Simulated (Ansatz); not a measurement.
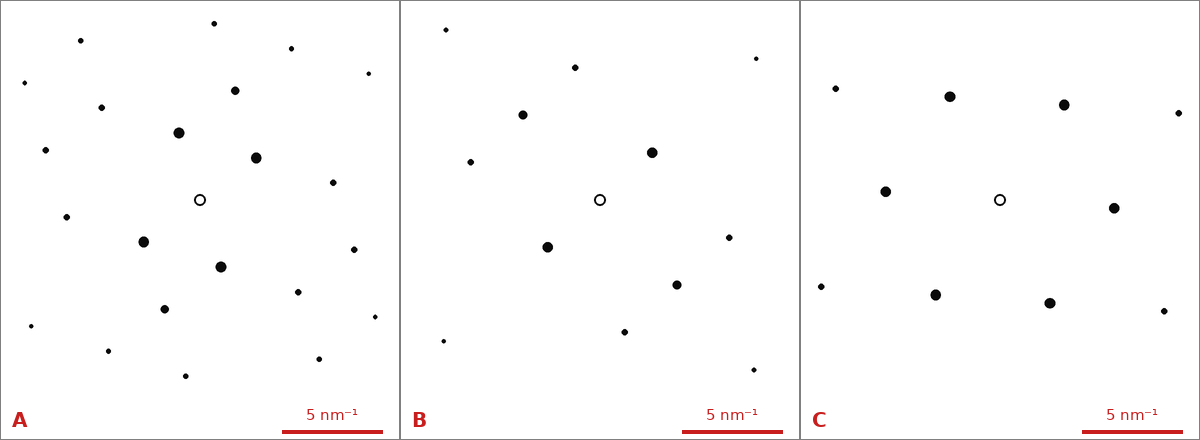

Computed electron diffraction patterns, 200 kV, single scattering only, B = 0.5 Å².

All three come from Be, space group Fd-3m (No. 227), a = 4.932 Å. Structure: the end point of a relaxation with DFT, r2SCAN, plane waves (500 eV) with PAW, scalar-relativistic in Ansatz; the starting structure was generated, so it need not be a known form of this composition.

> Assign the zone axes [110], [111], [211] to A, B and C.

A is [110]: centred rectangular net of -1 1 -1 at d = 2.85 Å and -1 1 1 at d = 2.85 Å, at 70.5°. B is [211]: rectangular net of -1 1 1 at d = 2.85 Å and 0 -2 2 at d = 1.74 Å, at 90.0°. C is [111]: hexagonal net of -2 2 0 at d = 1.74 Å and -2 0 2 at d = 1.74 Å, at 60.0°.
